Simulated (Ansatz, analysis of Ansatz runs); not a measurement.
**Zn vacancy with two H in ZnO: local vibrational mode, LDA**

Subject: Zn vacancy with two H in ZnO. Wanted: its local vibrational mode, in one set-up (LDA, 72-site cell, LDA lattice, 420 eV, k: the single point 1/4 1/4 1/4). The model is a cell of 72 host atoms with 1 Zn taken out and 2 H put in. The frequencies come from force constants among the defect atom and its neighbours, with the masses of the isotopes named. A local or semilocal functional is the cheapest first rung.

**The experiment.** Upper O-H stretch: 3349.6 cm⁻¹ at 9 K, by FTIR absorption (quoted in “Hydrogen-related defects in hydrothermally grown ZnO studied by Fourier Transform Infrared Spectroscopy”, 2010, Halvard Haug, quoting earlier work (2003)). Lower O-H stretch: 3312.2 cm⁻¹ at 9 K, by FTIR absorption (quoted in “Hydrogen-related defects in hydrothermally grown ZnO studied by Fourier Transform Infrared Spectroscopy”, 2010, Halvard Haug, quoting earlier work (2003)).

Calculated with Ansatz 0.2.0; plane-wave PAW DFT, LDA; relaxation of all atoms of a defect supercell.

**1. Set-up**

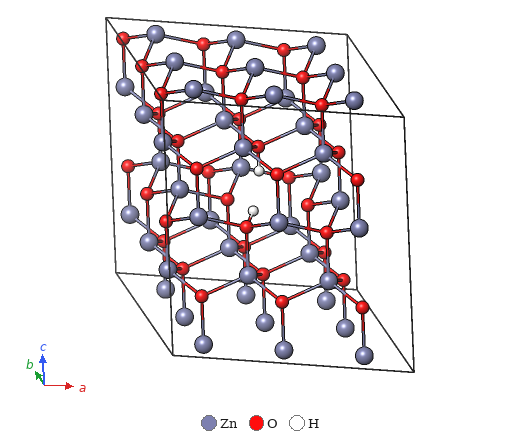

Start, viewed slightly off an axis; zinc blue, oxygen red, hydrogen white. Some periodic images of atoms are drawn too.

The cell holds 73 atoms: 35 Zn, 36 O and 2 H. Its edges and angles: a = 9.560 Å, b = 9.560 Å, c = 10.307 Å, α = 90.0°, β = 90.0°, γ = 120.0°. It derives from ZnO (space group P6_3mc). Nearest the centre at fractional (0.556, 0.444, 0.500): H73 at 0.97 Å, H72 at 0.97 Å, O36 at 1.94 Å, O28 at 1.94 Å, O59 at 1.94 Å, O38 at 1.95 Å, Zn33 at 3.17 Å, Zn25 at 3.17 Å.

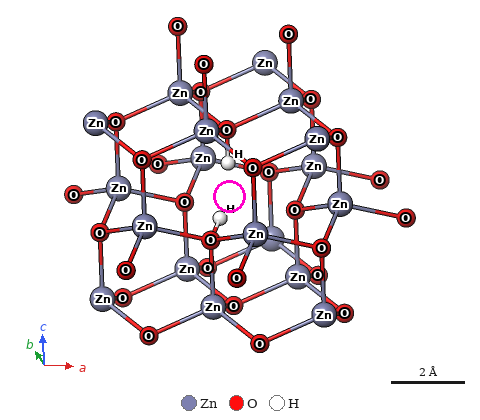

The atoms within 5 Å of the centre. A ring marks the centre wherever it is empty.

The host's primitive cell comes from a first run (plane-wave PAW DFT, LDA; relaxation of the host's cell and atoms): vectors of 3.187, 3.187 and 5.154 Å. That is 11.33 Å³ an atom, 4.8 % under the diffraction cell's volume. The supercell is built on it.

**2. Relaxation, charge 0**

Every later number rests on the structure around the defect, so the atoms are relaxed at the host's lattice first.

Input file relax/input.yaml:

```yaml
relax:
  f_tol: 0.01
  max_steps: 80
  random_displacement: { amplitude: 0.02, seed: 901 }
crystal:
  lattice:
    - [9.56031245, 0.0, 0.0]
    - [-4.78015622, 8.27947345, 0.0]
    - [0.0, 0.0, 10.30720249]
  atoms:
    - { symbol: Zn, position: [0.111111111, 0.222222222, 0.250171758] }
    - { symbol: Zn, position: [0.222222222, 0.111111111, 0.000171758] }
    - { symbol: O, position: [0.222222222, 0.111111111, 0.189333242] }
    - { symbol: O, position: [0.111111111, 0.222222222, 0.439333242] }
    - { symbol: Zn, position: [0.111111111, 0.222222222, 0.750171758] }
    - { symbol: Zn, position: [0.222222222, 0.111111111, 0.500171758] }
    - { symbol: O, position: [0.222222222, 0.111111111, 0.689333242] }
    - { symbol: O, position: [0.111111111, 0.222222222, 0.939333242] }
    - { symbol: Zn, position: [0.111111111, 0.555555556, 0.250171758] }
    - { symbol: Zn, position: [0.222222222, 0.444444444, 0.000171758] }
    - { symbol: O, position: [0.222222222, 0.444444444, 0.189333242] }
    - { symbol: O, position: [0.111111111, 0.555555556, 0.439333242] }
    - { symbol: Zn, position: [0.111111111, 0.555555556, 0.750171758] }
    - { symbol: Zn, position: [0.222222222, 0.444444444, 0.500171758] }
    - { symbol: O, position: [0.222222222, 0.444444444, 0.689333242] }
    - { symbol: O, position: [0.111111111, 0.555555556, 0.939333242] }
    - { symbol: Zn, position: [0.111111111, 0.888888889, 0.250171758] }
    - { symbol: Zn, position: [0.222222222, 0.777777778, 0.000171758] }
    - { symbol: O, position: [0.222222222, 0.777777778, 0.189333242] }
    - { symbol: O, position: [0.111111111, 0.888888889, 0.439333242] }
    - { symbol: Zn, position: [0.111111111, 0.888888889, 0.750171758] }
    - { symbol: Zn, position: [0.222222222, 0.777777778, 0.500171758] }
    - { symbol: O, position: [0.222222222, 0.777777778, 0.689333242] }
    - { symbol: O, position: [0.111111111, 0.888888889, 0.939333242] }
    - { symbol: Zn, position: [0.444444444, 0.222222222, 0.250171758] }
    - { symbol: Zn, position: [0.555555556, 0.111111111, 0.000171758] }
    - { symbol: O, position: [0.555555556, 0.111111111, 0.189333242] }
    - { symbol: O, position: [0.444444444, 0.222222222, 0.439333242] }
    - { symbol: Zn, position: [0.444444444, 0.222222222, 0.750171758] }
    - { symbol: Zn, position: [0.555555556, 0.111111111, 0.500171758] }
    - { symbol: O, position: [0.555555556, 0.111111111, 0.689333242] }
    - { symbol: O, position: [0.444444444, 0.222222222, 0.939333242] }
    - { symbol: Zn, position: [0.444444444, 0.555555556, 0.250171758] }
    - { symbol: Zn, position: [0.555555556, 0.444444444, 0.000171758] }
    - { symbol: O, position: [0.555555556, 0.444444444, 0.189333242] }
    - { symbol: O, position: [0.444444444, 0.555555556, 0.439333242] }
    - { symbol: Zn, position: [0.444444444, 0.555555556, 0.750171758] }
    - { symbol: O, position: [0.555555556, 0.444444444, 0.689333242] }
    - { symbol: O, position: [0.444444444, 0.555555556, 0.939333242] }
    - { symbol: Zn, position: [0.444444444, 0.888888889, 0.250171758] }
    - { symbol: Zn, position: [0.555555556, 0.777777778, 0.000171758] }
    - { symbol: O, position: [0.555555556, 0.777777778, 0.189333242] }
    - { symbol: O, position: [0.444444444, 0.888888889, 0.439333242] }
    - { symbol: Zn, position: [0.444444444, 0.888888889, 0.750171758] }
    - { symbol: Zn, position: [0.555555556, 0.777777778, 0.500171758] }
    - { symbol: O, position: [0.555555556, 0.777777778, 0.689333242] }
    - { symbol: O, position: [0.444444444, 0.888888889, 0.939333242] }
    - { symbol: Zn, position: [0.777777778, 0.222222222, 0.250171758] }
    - { symbol: Zn, position: [0.888888889, 0.111111111, 0.000171758] }
    - { symbol: O, position: [0.888888889, 0.111111111, 0.189333242] }
    - { symbol: O, position: [0.777777778, 0.222222222, 0.439333242] }
    - { symbol: Zn, position: [0.777777778, 0.222222222, 0.750171758] }
    - { symbol: Zn, position: [0.888888889, 0.111111111, 0.500171758] }
    - { symbol: O, position: [0.888888889, 0.111111111, 0.689333242] }
    - { symbol: O, position: [0.777777778, 0.222222222, 0.939333242] }
    - { symbol: Zn, position: [0.777777778, 0.555555556, 0.250171758] }
    - { symbol: Zn, position: [0.888888889, 0.444444444, 0.000171758] }
    - { symbol: O, position: [0.888888889, 0.444444444, 0.189333242] }
    - { symbol: O, position: [0.777777778, 0.555555556, 0.439333242] }
    - { symbol: Zn, position: [0.777777778, 0.555555556, 0.750171758] }
    - { symbol: Zn, position: [0.888888889, 0.444444444, 0.500171758] }
    - { symbol: O, position: [0.888888889, 0.444444444, 0.689333242] }
    - { symbol: O, position: [0.777777778, 0.555555556, 0.939333242] }
    - { symbol: Zn, position: [0.777777778, 0.888888889, 0.250171758] }
    - { symbol: Zn, position: [0.888888889, 0.777777778, 0.000171758] }
    - { symbol: O, position: [0.888888889, 0.777777778, 0.189333242] }
    - { symbol: O, position: [0.777777778, 0.888888889, 0.439333242] }
    - { symbol: Zn, position: [0.777777778, 0.888888889, 0.750171758] }
    - { symbol: Zn, position: [0.888888889, 0.777777778, 0.500171758] }
    - { symbol: O, position: [0.888888889, 0.777777778, 0.689333242] }
    - { symbol: O, position: [0.777777778, 0.888888889, 0.939333242] }
    - { symbol: H, position: [0.555555999, 0.444444001, 0.594588758] }
    - { symbol: H, position: [0.500030999, 0.333395001, 0.469940758] }
basis:
  ecutwfc: 420
  xc_grid: 2
hamiltonian:
  xc: lda
kpoints:
  mp_grid: { grid: [1, 1, 1], shift: [0.25, 0.25, 0.25] }
scf:
  occupations: { method: fermi_dirac, width: 0.01 }
  max_iter: 120
output:
  forces: true
checkpoint:
  write: "../relax.run"
  compress: false
  write_wavefunctions: true
  write_every: 100000
```

Launch:

```
$ ansatz run input.yaml --threads 2 --pin off --max-ram 4710MiB --backend cpu --events-out ev --progress --plain --runs-dir out
```

Numbers of over 12 decimals in the logs are rounded to 6 here.

The program printed:

```text
[... repeated set-up lines and file paths are left out, and long positions are rounded to six places ...]
Engine: ansatz 0.2.0, aarch64-unknown-linux-gnu
Pseudopotentials: kind: paw
Pseudopotential: Zn, paw, valence charge 12, recommended cutoff 420 eV (normal), Zn.paw.azcp
Pseudopotential: O, paw, valence charge 6, recommended cutoff 420 eV (normal), O.paw.azcp
Pseudopotential: H, paw, valence charge 1, recommended cutoff 420 eV (normal), H.paw.azcp
Functional definition: SPW92
  exchange = slater_x
  correlation = pw_c
Crystal: 73 atoms, lattice volume = 815.860 Å³
Basis set: ecut = 420 eV, 15935 PW (Γ), exchange–correlation on 128×128×144 points (8 copies of the dense FFT grid, shifted against one another)
Bands: 392, of which v1, the nominal top of the filled ones, is band 319 counted from 1 (318 counted from 0)
Symmetry: 1 space group operations
k-points: 1
Non-local potential: Zn, projectors of the file, l = 0: 2, l = 1: 2, l = 2: 3, l = 3: 1
Non-local potential: O, projectors of the file, l = 0: 2, l = 1: 2, l = 2: 1
Non-local potential: H, projectors of the file, l = 0: 2, l = 1: 1
PAW form: soft (Blöchl's): semilocal exchange-correlation on the pseudo side does not see the compensation charge
PAW frozen core: Zn, regenerated for the run's functional, and the local potential with it (the file was generated under x = pbe(κ = 0.804, μ = 0.219515), c = pbe(β = 0.066725))
PAW frozen core: O, regenerated for the run's functional, and the local potential with it (the file was generated under x = pbe(κ = 0.804, μ = 0.219515), c = pbe(β = 0.066725))
PAW one-centre angular grid: Zn, 590 points (default); XC on 64 Gauss nodes
PAW one-centre angular grid: O, 110 points (default); XC on 64 Gauss nodes
PAW one-centre angular grid: H, 110 points (default); XC on 64 Gauss nodes
Initial density: superposition of atomic densities (neutral atoms: chi_scale 0, normalization atom), corrected by the library's trained network
Initial wavefunctions: pseudopotential atomic-orbital guess
Functional: x = slater, c = lda
SCF iter   1: F=—  HF=-133655.877711 eV  |F-HF|=—  |Δ(HF+E_count)|=         —  Δρ=1.94e-2  dr2=2.62e0  ethr=1.77e-3  ⟨swp⟩=6.0  Hψ=1671  notcnv=0  defer=3
preconditioner: auto → Resta (q_TF=auto, 2.619 Å⁻¹)  ε∞=7.5  [insulator: Δε(μ)=2.072 eV  Ē_g=12.899 eV  σ=0.010 eV  W_gap=1.00  n_scr=236 (ndim 8)  ℏωp=32.8 eV  f_vac=0.031  D(μ)=0.00/eV (n_scr^D=0)  ε∞_Penn≈7.5]
SCF iter   2: F=—  HF=-133655.183550 eV  |F-HF|=—  |Δ(HF+E_count)|=   6.94e-1  Δρ=4.13e-3  dr2=6.27e-2  ethr=4.11e-4  ⟨swp⟩=3.0  Hψ=774  notcnv=0  defer=67
SCF iter   3: F=—  HF=-133655.166804 eV  |F-HF|=—  |Δ(HF+E_count)|=   1.67e-2  Δρ=2.29e-3  dr2=2.84e-2  ethr=9.82e-6  ⟨swp⟩=2.0  Hψ=616  notcnv=0  defer=67
SCF iter   4: F=—  HF=-133655.160049 eV  |F-HF|=—  |Δ(HF+E_count)|=   6.76e-3  Δρ=9.89e-4  dr2=5.85e-3  ethr=4.45e-6  ⟨swp⟩=2.0  Hψ=650  notcnv=0  defer=67
SCF iter   5: F=—  HF=-133655.157792 eV  |F-HF|=—  |Δ(HF+E_count)|=   2.26e-3  Δρ=2.30e-4  dr2=6.39e-4  ethr=9.17e-7  ⟨swp⟩=2.0  Hψ=650  notcnv=0  defer=67
SCF iter   6: F=—  HF=-133655.159010 eV  |F-HF|=—  |Δ(HF+E_count)|=   1.22e-3  Δρ=2.19e-4  dr2=3.07e-4  ethr=1.00e-7  ⟨swp⟩=3.0  Hψ=773  notcnv=0  defer=67
SCF iter   7: F=—  HF=-133655.158918 eV  |F-HF|=—  |Δ(HF+E_count)|=   9.19e-5  Δρ=4.00e-5  dr2=1.44e-5  ethr=4.81e-8  ⟨swp⟩=3.0  Hψ=646  notcnv=0  defer=67
SCF iter   8: F=—  HF=-133655.158919 eV  |F-HF|=—  |Δ(HF+E_count)|=   1.03e-6  Δρ=2.78e-5  dr2=5.65e-6  ethr=3.92e-10  ⟨swp⟩=5.0  Hψ=1518  notcnv=0
SCF iter   9: F=-133655.158917 eV  HF=-133655.158918 eV  |F-HF|=1.17e-6  |Δ(HF+E_count)|=   6.79e-7  Δρ=1.14e-5  dr2=1.50e-6  ethr=3.92e-10  ⟨swp⟩=5.0  Hψ=1320  notcnv=0
SCF 1 converged in 9 iterations: F = -133655.158917 eV  dr2 = 1.50e-6
  greatest PAW one-centre occupation: 0.988 electrons in one spin orbital (limit 2), on the Zn atom at site 29 (counted from 0), in its partial waves of l = 2
relax step   1: F+E_penalty+E_count = -133655.15891686 eV  Δ(F+E_penalty+E_count) = +0.000e0 eV  max|allowed force component| = 9.146e-1 eV/Å  Δτ_max = 0.0000 Å  (9 SCF iters, dr2 threshold 2.50e-6 eV, accepted)
[... the SCF cycles and remarks between the steps are left out from here to the last step ...]
relax step   2: F+E_penalty+E_count = -133655.60070467 eV  Δ(F+E_penalty+E_count) = -4.418e-1 eV  max|allowed force component| = 5.353e-1 eV/Å  Δτ_max = 0.1949 Å  (7 SCF iters, dr2 threshold 5.23e-5 eV, accepted)
relax step   3: F+E_penalty+E_count = -133655.76553237 eV  Δ(F+E_penalty+E_count) = -1.648e-1 eV  max|allowed force component| = 3.703e-1 eV/Å  Δτ_max = 0.0971 Å  (7 SCF iters, dr2 threshold 1.79e-5 eV, accepted)
relax step   4: F+E_penalty+E_count = -133655.78204299 eV  Δ(F+E_penalty+E_count) = -1.651e-2 eV  max|allowed force component| = 5.204e-2 eV/Å  Δτ_max = 0.0397 Å  (5 SCF iters, dr2 threshold 4.70e-5 eV, accepted)
relax step   5: F+E_penalty+E_count = -133655.78281708 eV  Δ(F+E_penalty+E_count) = -7.741e-4 eV  max|allowed force component| = 2.668e-2 eV/Å  Δτ_max = 0.0254 Å  (8 SCF iters, dr2 threshold 1.69e-7 eV, accepted)
SCF iter   1: F=—  HF=-133655.782320 eV  |F-HF|=—  |Δ(HF+E_count)|=         —  Δρ=3.70e-4  dr2=4.59e-4  ethr=5.87e-7  ⟨swp⟩=4.0  Hψ=962  notcnv=0  defer=67
SCF iter   2: F=—  HF=-133655.782158 eV  |F-HF|=—  |Δ(HF+E_count)|=   1.62e-4  Δρ=1.82e-4  dr2=1.07e-4  ethr=7.20e-8  ⟨swp⟩=2.0  Hψ=736  notcnv=0  defer=67
SCF iter   3: F=—  HF=-133655.782119 eV  |F-HF|=—  |Δ(HF+E_count)|=   3.84e-5  Δρ=5.97e-5  dr2=2.22e-5  ethr=1.68e-8  ⟨swp⟩=2.0  Hψ=644  notcnv=0  defer=67
SCF iter   4: F=—  HF=-133655.783260 eV  |F-HF|=—  |Δ(HF+E_count)|=   1.14e-3  Δρ=1.20e-5  dr2=1.20e-6  ethr=3.48e-9  ⟨swp⟩=2.0  Hψ=610  notcnv=0  defer=67
SCF iter   5: F=—  HF=-133655.783260 eV  |F-HF|=—  |Δ(HF+E_count)|=   4.68e-7  Δρ=8.25e-6  dr2=4.33e-7  ethr=1.89e-10  ⟨swp⟩=2.0  Hψ=644  notcnv=0  defer=67
SCF iter   6: F=-133655.783260 eV  HF=-133655.783260 eV  |F-HF|=4.32e-8  |Δ(HF+E_count)|=   1.85e-7  Δρ=2.08e-6  dr2=6.93e-8  ethr=1.57e-11  ⟨swp⟩=3.0  Hψ=1415  notcnv=0
SCF 6 converged in 6 iterations: F = -133655.783260 eV  dr2 = 6.93e-8
relax step   6: F+E_penalty+E_count = -133655.78326000 eV  Δ(F+E_penalty+E_count) = -4.429e-4 eV  max|allowed force component| = 7.054e-3 eV/Å  Δτ_max = 0.0053 Å  (6 SCF iters, accepted)
NSCF: frozen V_eff on 1 k-points
the band table was solved once a step of the walk had ended and its energy, with any forces and stress, was formed, with the checks that follow a solve (1349 applications of the Hamiltonian). They found nothing against the state; [...]
SCF converged after 6 iterations
Free energy (F): -133655.783260 eV
Harris-Foulkes:  -133655.783260 eV  (|F-HF|=4.32e-8)
Internal energy: -133655.783260 eV  (E = F + TS)
E sigma→0 (E₀):  -133655.783260 eV
Fermi energy:    8.362736 eV
--- Per-component energies (eV) ---
  E_band       = 1073.668233
  E_kinetic    = 10908.122096
  E_local      = -70203.945935  (includes V_loc(G=0)·N_el)
  E_nonlocal   = 23575.165456
  E_hartree    = 28748.517148
  E_xc         = -7344.820384
  E_vxc        = -5221.378734  (∫ρ·V_xc dr)
  E_paw        = -66903.430793  (= ΣΔE_a)
  E_vpaw       = -15481.403998  (= ΣTr[D̂ρ^β])
  E_aug_tail   = 0.076358  (compensation charges beyond the density's cutoff)
  E_ewald      = -52493.456325
  E_core_change = 57.989120  (= ΣΔE_core)
  E_smearing   = -0.000000  (= −TS)
  E_closure    = 0.000000  (closes the sum)
  Σ components = -133655.783260   (vs F -133655.783260, Δ=0.00e0)
--- Forces (eV/Å), atoms counted from 1 ---
  atom   1  Zn     0.00007849     0.00050763    -0.00015352
  atom   2  Zn    -0.00070941    -0.00155538     0.00058087
  [... 3 atoms left out ...]
  atom   6  Zn    -0.00082038    -0.00194185    -0.00015602
  [... 21 atoms left out ...]
  atom  28  O     -0.00153997     0.00705626    -0.00196475
  atom  29  Zn     0.00002733    -0.00263096     0.00034297
  atom  30  Zn    -0.00005676    -0.00033514     0.00169405
  [... 5 atoms left out ...]
  atom  36  O     -0.00225440     0.00175540     0.00273301
  atom  37  Zn     0.00077969     0.00057213    -0.00061403
  atom  38  O      0.00173957    -0.00032088    -0.00406622
  [... 20 atoms left out ...]
  atom  59  O      0.00058651     0.00005397     0.00067931
  [... 12 atoms left out ...]
  atom  72  H     -0.00245005    -0.00038343     0.00278032
  atom  73  H      0.00235614    -0.00550191     0.00027087
  max |Σ_I F_I| component: 1.54e-4 eV/Å
--- Band table (eV) ---
  k-point 0: bands = ["-12.0750", "-11.8959", "-10.7093", "-10.5844", [... 384 left out ...] "17.4545", "17.5005", "17.5175", "17.6244"]
--- Relaxed structure (6 steps of the walk, 6 accepted, 0 SCFs on fresh bases) ---
  F+E_penalty+E_count = -133655.78326000 eV   max|allowed force component| = 7.054e-3 eV/Å
  atoms:
    - { symbol: Zn, position: [0.110145, 0.222088, 0.249982] }
    - { symbol: Zn, position: [0.222368, 0.110896, -0.001157] }
    [... 3 atoms left out ...]
    - { symbol: Zn, position: [0.217079, 0.109678, 0.499907] }
    [... 21 atoms left out ...]
    - { symbol: O, position: [0.445837, 0.221868, 0.434713] }
    - { symbol: Zn, position: [0.444963, 0.224039, 0.747838] }
    - { symbol: Zn, position: [0.560854, 0.108595, 0.500316] }
    [... 5 atoms left out ...]
    - { symbol: O, position: [0.446425, 0.547568, 0.446506] }
    - { symbol: Zn, position: [0.439679, 0.563106, 0.751851] }
    - { symbol: O, position: [0.559537, 0.454321, 0.688482] }
    [... 20 atoms left out ...]
    - { symbol: O, position: [0.767733, 0.546740, 0.446051] }
    [... 12 atoms left out ...]
    - { symbol: H, position: [0.569087, 0.476894, 0.593272] }
    - { symbol: H, position: [0.508176, 0.340979, 0.449002] }
```

Run time: 3.2 min. Hardware: 2 threads of Arm Neoverse V2, shared host; peak memory 2 GiB; 6.3 min of CPU time.

(Continued in part 2 of 2.)

[Logs are printed without paths, hosts, clocks, repeated set-up lines and the standing remarks that a program may print on its own settings, such as how far it seeks lower states.]

[Hosts, paths, dates, database ids (printed as entryN), source tags and the programs' standing remarks are cut or masked in the printed files.]

[For some hosts the program warned that the k-mesh of the response run may be too coarse for force constants and the static dielectric constant; such warnings are not shown here.]
